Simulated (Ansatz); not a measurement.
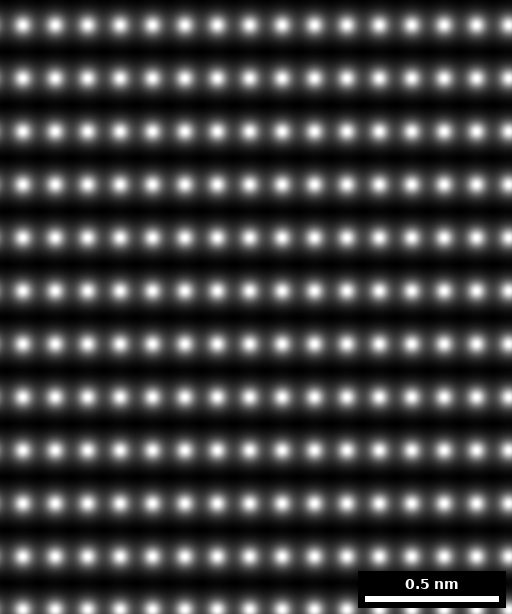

Projected-potential map of Ni (P6_3/mmc, No. 194) along [210]. Computed as the sum of neutral-atom potentials (tabulated electron scattering factors, B = 0.8 Å²) projected along the beam and smoothed by 0.25 Å; brighter is more positive. The display is stretched by a gamma of 0.7; percentages refer to the linear signal. Structure: coordinates from a relaxation with Ansatz 0.2.0, DFT, PBEsol, plane waves (420 eV) with PAW, scalar-relativistic; the starting structure was generated, so it need not be a known form of this composition.

**What can be read from this image?**

The columns repeat on a rectangular net of 1.22 × 2.01 Å (plane group p2mm). All columns are alike (Ni). The shortest distance between visible columns is 1.22 Å in projection. Along the beam the structure repeats every 4.24 Å.
